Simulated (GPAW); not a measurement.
## Core-hole calculation of the C K edge in SiC (Moissanite 3C, F-43m)

How does the C K edge of SiC (Moissanite 3C, F-43m) move when the bonds are compressed or stretched?

Main program and level: GPAW 26.7.0; X-ray absorption from dipole matrix elements to empty bands, plane-wave PAW PBE.

### 1. Starting point

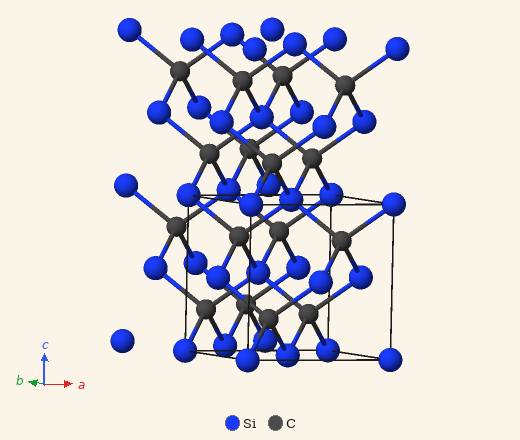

Start, viewed slightly off an axis; silicon blue, carbon dark grey. 1×2×2 cells are drawn. This picture shows the conventional cell, with its axes. Bonds to atoms that aren't drawn are left out. Some periodic images of atoms are drawn too.

Coordinates:

```cif
data_structure
_symmetry_space_group_name_H-M 'P 1'
_symmetry_Int_Tables_number 1
_cell_length_a 3.0816
_cell_length_b 3.0816
_cell_length_c 3.0816
_cell_angle_alpha 60.000
_cell_angle_beta 60.000
_cell_angle_gamma 60.000
_cell_volume 20.69
loop_
_atom_site_label
_atom_site_type_symbol
_atom_site_fract_x
_atom_site_fract_y
_atom_site_fract_z
_atom_site_occupancy
Si1 Si 0.00000 0.00000 0.00000 1
C2 C 0.75000 0.75000 0.75000 1
```

### 2. Ground state of the crystal

A plain self-consistent run shows whether there is a gap, which decides the set-up of the core-hole run.

scf.py reads:

```python
import numpy as np
from ase import Atoms
from ase.parallel import parprint, paropen
from gpaw import GPAW, PW, FermiDirac, Mixer, MixerDif, setup_paths
from gpaw.test import gen
setup_paths.insert(0, '.')
gen('C', name='nch1s', xcname='PBE', corehole=(1, 0, 0), write_xml=True)
from gpaw.mpi import world
world.barrier()

atoms = Atoms('SiC',
    cell=[[0, 2.179, 2.179],
     [2.179, 0, 2.179],
     [2.179, 2.179, 0]],
    scaled_positions=[[0, 0, 0],
     [0.75, 0.75, 0.75]],
    pbc=True)
atoms.calc = calc = GPAW(legacy_gpaw=True, mode=PW(430, force_complex_dtype=True), xc='PBE', setups={1: 'nch1s'},
    kpts={'size': (10, 10, 10), 'gamma': True}, occupations=FermiDirac(0.05),
    charge=0, mixer=Mixer(0.1, 5, 50), maxiter=150,
    convergence={'density': 0.0001, 'eigenstates': 1e-6}, txt='scf.txt')
energy = atoms.get_potential_energy() + calc.get_reference_energy()
ef = calc.get_fermi_level()
out = dict(energy=energy, fermi=ef, forces=atoms.get_forces().tolist())
parprint(f'all-electron energy {energy:.4f} eV, Fermi level {ef:.4f} eV')
ev = np.array([[calc.get_eigenvalues(k, s) for k in range(len(calc.get_ibz_k_points()))] for s in range(calc.get_number_of_spins())])
out['homo'], out['lumo'], out['counts'] = ev[ev < ef].max(), ev[ev > ef].min(), sorted(set((ev < ef).sum((0, 2)).tolist()))
out['filled'] = (ev[:, 0] < ef).sum(1).tolist()
import json
with paropen('out.json', 'w') as f:
    json.dump(out, f)
```

Run with:

```bash
> OMP_NUM_THREADS=1 mpirun -n 4 gpaw python scf.py
```

Numbers of over 12 decimals in the logs are rounded to 6 here.

Output:

```text
Input parameters:
  convergence: {density: 0.0001,
                eigenstates: 1e-06}
  kpts: {gamma: True,
         size: (10, 10, 10)}
  maxiter: 150
  mixer: {backend: pulay,
          beta: 0.1,
          method: separate,
          nmaxold: 5,
          weight: 50}
  mode: {ecut: 430.0,
         force_complex_dtype: True,
         name: pw}
  occupations: {fixmagmom: False,
                name: fermi-dirac,
                width: 0.05}
  setups: {1: nch1s}
  xc: PBE

Initialize ...

[... PAW data sets ...]

Reference energy: -8913.972439  # eV

Spin-paired calculation

[... convergence settings ...]
Symmetries present (total): 24
  [... symmetry matrices ...]

1000 k-points: 10 x 10 x 10 Monkhorst-Pack grid + [1/20,1/20,1/20]
47 k-points in the irreducible part of the Brillouin zone
       k-points in crystal coordinates                weights
   0:     0.00000000    0.00000000    0.00000000          1/1000
   1:     0.10000000    0.10000000    0.00000000          6/1000
   2:     0.10000000    0.10000000    0.10000000          8/1000
   3:     0.20000000    0.10000000    0.10000000         12/1000
   4:     0.20000000    0.20000000    0.00000000          6/1000
   5:     0.20000000    0.20000000    0.10000000         24/1000
   6:     0.20000000    0.20000000    0.20000000          8/1000
   7:     0.30000000    0.20000000    0.10000000         24/1000
   8:     0.30000000    0.20000000    0.20000000         24/1000
   9:     0.30000000    0.30000000    0.00000000          6/1000
          ...
  46:     0.50000000    0.50000000    0.50000000          4/1000

Wave functions: Plane wave expansion
  Cutoff energy: 430.000 eV
  Number of coefficients (min, max): 409, 444
  Pulay-stress correction: 0.000000 eV/Ang^3 (de/decut=0.000000)
  Using FFTW library
  Wavefunction extrapolation:
    Improved wavefunction reuse through dual PAW basis

Occupation numbers: Fermi-Dirac:
  width: 0.0500  # eV

Eigensolver
   Davidson(niter=2)

Densities:
  Coarse grid: 15*15*15 grid
  Fine grid: 30*30*30 grid
  Total Charge: 0.000000

Density mixing:
  Method: separate
  Backend: pulay
  Linear mixing parameter: 0.1
  old densities: 5
  Width of damping distribution: 1.1
  Damping of long wavelength oscillations: 50

[... Hamiltonian set-up ...]
Number of atoms: 2
Number of atomic orbitals: 8
Number of bands in calculation: 8
Number of valence electrons: 8
Bands to converge: occupied

... initialized

Initializing position-dependent things.

Density initialized from atomic densities
Creating initial wave functions:
  8 bands from LCAO basis set

                 C

       Si

Atomic positions and initial magnetic moments

Positions:
   0 Si     0.000000    0.000000    0.000000    ( 0.0000,  0.0000,  0.0000)
   1 C      3.268500    3.268500    3.268500    ( 0.0000,  0.0000,  0.0000)

Unit cell:
           periodic     x           y           z      points  spacing
  1. axis:    yes    0.000000    2.179000    2.179000    15     0.1677
  2. axis:    yes    2.179000    0.000000    2.179000    15     0.1677
  3. axis:    yes    2.179000    2.179000    0.000000    15     0.1677

  Lengths:   3.081571   3.081571   3.081571
  Angles:   60.000000  60.000000  60.000000

Effective grid spacing dv^(1/3) = 0.1830

iter:   1   -16.530371
iter:   2   -15.834264   -1.82  -0.57
iter:   3   -14.918195   -1.07  -0.66
iter:   4   -14.942624   -2.12  -1.14
iter:   5   -14.937358   -2.09  -1.44
iter:   6   -14.930663   -3.43  -1.71
iter:   7   -14.930191   -4.34  -2.25
iter:   8   -14.930180c  -5.14  -2.99
iter:   9   -14.930170c  -6.32c -3.17
iter:  10   -14.930169c  -6.46c -3.39
iter:  11   -14.930169c  -8.18c -4.07c

Converged after 11 iterations.

Dipole moment: (1.320900, 1.320900, 1.320900) |e|*Ang

Energy contributions relative to reference atoms: (reference = -8913.972439)

Kinetic:        +15.867477
Potential:      -13.278973
External:        +0.000000
XC:             -17.491589
Entropy (-ST):   -0.000000
Local:           -0.027084
SIC:             +0.000000
--------------------------
Free energy:    -14.930169
Extrapolated:   -14.930169

Showing only first 2 kpts
 Kpt  Band  Eigenvalues  Occupancy
  0     2      8.25544    2.00000
  0     3      8.25551    2.00000
  0     4     14.50163    0.00000
  0     5     15.55238    0.00000

  1     2      7.78066    2.00000
  1     3      7.78070    2.00000
  1     4     14.73474    0.00000
  1     5     15.29637    0.00000

Fermi level: 8.94644

Gap: 1.343 eV
Transition (v -> c):
  (s=0, k=0, n=3, [0.00, 0.00, 0.00]) -> (s=0, k=41, n=4, [0.50, 0.50, 0.00])
Direct/indirect transitions are different
Direct gap: 4.542 eV
Transition at: (s=0, k=41, n=3, [0.50, 0.50, 0.00])

Forces in eV/Ang:
  0 Si   -0.00000   -0.00000   -0.00000
  1 C     0.00000    0.00000    0.00000
Scalar-relativistic atomic PBE calculation for C (Carbon, Z=6)
Core hole in 1s state (1s occupation: 2.0)
300 radial gridpoints.
|------------------------------------------------|
|------------------------------------------------|
[... the atom generator's iteration count ...]

Energy contributions:
-------------------------
Kinetic:      +37.662629
XC:            -5.078007
Potential:    -70.349262
-------------------------
Total:        -37.764640

state      eigenvalue         ekin         rmax
-----------------------------------------------
1s^2.0 :   -10.046298    15.958807        0.174
2s^2.0 :    -0.505334     1.651367        1.213
2p^2.0 :    -0.194204     1.221141        1.203
-----------------------------------------------
(units: Bohr and Hartree)

Generating PAW setup
Kinetic energy of the core from tauc = 31.932223
Cutoffs:
rc(s)=1.200
rc(p)=1.200
rc(d)=1.200
rc(vbar)=1.080
rc(comp)=1.200
rc(nct)=1.200

Kinetic energy of the core states: 31.917614
Charge: 0.0
Core electrons: 2.0
Valence electrons: 4.0
Pseudo-core charge: 0.031265
Shape function alpha=6.944
Pseudo-electron charge 4.035260
state    eigenvalue         norm
--------------------------------
2s(2) :    -0.505334     1.046026
*s    :     0.494666
2p(2) :    -0.194204     0.955972
*p    :     0.805796
*d    :     0.000000
--------------------------------

Diagonalizing with gridspacing h=0.050

state   all-electron     PAW
-------------------------------
2s:      -0.505334    -0.505970
2p:      -0.194204    -0.194948
*d:                    0.044948
*f:                    0.074429
-------------------------------
all-electron energy -8928.9026 eV, Fermi level 8.9464 eV
```

Wall time 3.1 s (4 MPI ranks of Arm Neoverse V2, shared host); peak memory 0.15 GiB; 12 s of CPU time.

The mesh shows a gap of 1.34 eV, so the hole is first treated in a charged cell, without the excited electron.

### 3. Reference energy of the supercell

The photon energy needs a difference of total energies, so the cell and mesh of the coming hole run are first run without a hole.

scf.py, as its differences from that of step 2:

```diff
@@ -10,11 +10,25 @@
 
-atoms = Atoms('SiC',
-    cell=[[0, 2.179, 2.179],
-     [2.179, 0, 2.179],
-     [2.179, 2.179, 0]],
+atoms = Atoms('Si8C8',
+    cell=[[0, 4.358, 4.358],
+     [4.358, 0, 4.358],
+     [4.358, 4.358, 0]],
     scaled_positions=[[0, 0, 0],
-     [0.75, 0.75, 0.75]],
+     [0, 0, 0.5],
+     [0, 0.5, 0],
+     [0.5, 0, 0],
+     [0, 0.5, 0.5],
+     [0.5, 0, 0.5],
+     [0.5, 0.5, 0],
+     [0.5, 0.5, 0.5],
+     [0.375, 0.375, 0.375],
+     [0.375, 0.375, 0.875],
+     [0.375, 0.875, 0.375],
+     [0.875, 0.375, 0.375],
+     [0.375, 0.875, 0.875],
+     [0.875, 0.375, 0.875],
+     [0.875, 0.875, 0.375],
+     [0.875, 0.875, 0.875]],
     pbc=True)
-atoms.calc = calc = GPAW(legacy_gpaw=True, mode=PW(430, force_complex_dtype=True), xc='PBE', setups={1: 'nch1s'},
-    kpts={'size': (10, 10, 10), 'gamma': True}, occupations=FermiDirac(0.05),
+atoms.calc = calc = GPAW(legacy_gpaw=True, mode=PW(430, force_complex_dtype=True), xc='PBE', setups={8: 'nch1s'},
+    kpts={'size': (4, 4, 4), 'gamma': True}, occupations=FermiDirac(0.02),
     charge=0, mixer=Mixer(0.1, 5, 50), maxiter=150,
```

Output:

```text
Input parameters:
  convergence: {density: 0.0001,
                eigenstates: 1e-06}
  kpts: {gamma: True,
         size: (4, 4, 4)}
  maxiter: 150
  mixer: {backend: pulay,
          beta: 0.1,
          method: separate,
          nmaxold: 5,
          weight: 50}
  mode: {ecut: 430.0,
         force_complex_dtype: True,
         name: pw}
  occupations: {fixmagmom: False,
                name: fermi-dirac,
[...]
--------------------------------
2s(2) :    -0.505334     1.046026
*s    :     0.494666
2p(2) :    -0.194204     0.955972
*p    :     0.805796
*d    :     0.000000
--------------------------------

Diagonalizing with gridspacing h=0.050

state   all-electron     PAW
-------------------------------
2s:      -0.505334    -0.505970
2p:      -0.194204    -0.194948
*d:                    0.044948
*f:                    0.074429
-------------------------------
all-electron energy -71431.2112 eV, Fermi level 8.9055 eV
[key lines of the parts left out:]
Converged after 13 iterations.
Dipole moment: (10.563368, 10.563368, 10.563368) |e|*Ang
Free energy:   -119.432163
Fermi level: 8.90549
```

Run time: 16 s. Hardware: 4 MPI ranks; peak memory 0.25 GiB; 65 s of CPU time.

Reference energy: -71431.211 eV with the cores included.

[end of part 1 of 4]

[Banner, clock and machine lines of the logs are left out without a mark of their own.]

[Logs are printed without paths, hosts, clocks, repeated set-up lines and the standing remarks that a program may print on its own settings, such as how far it seeks lower states.]

[Hosts, paths, dates, database ids (printed as entryN), source tags and the programs' standing remarks are cut or masked in the printed files.]

[Lists of maxima count a maximum above −3 eV only where it reaches 4 % of the highest in the window and stands out from its surroundings by 2 % of it (1.5 % where it reaches 55 %); shoulders and weaker maxima are passed over, and of the rest the first, up to two pre-edge ones and the few strongest are named.]
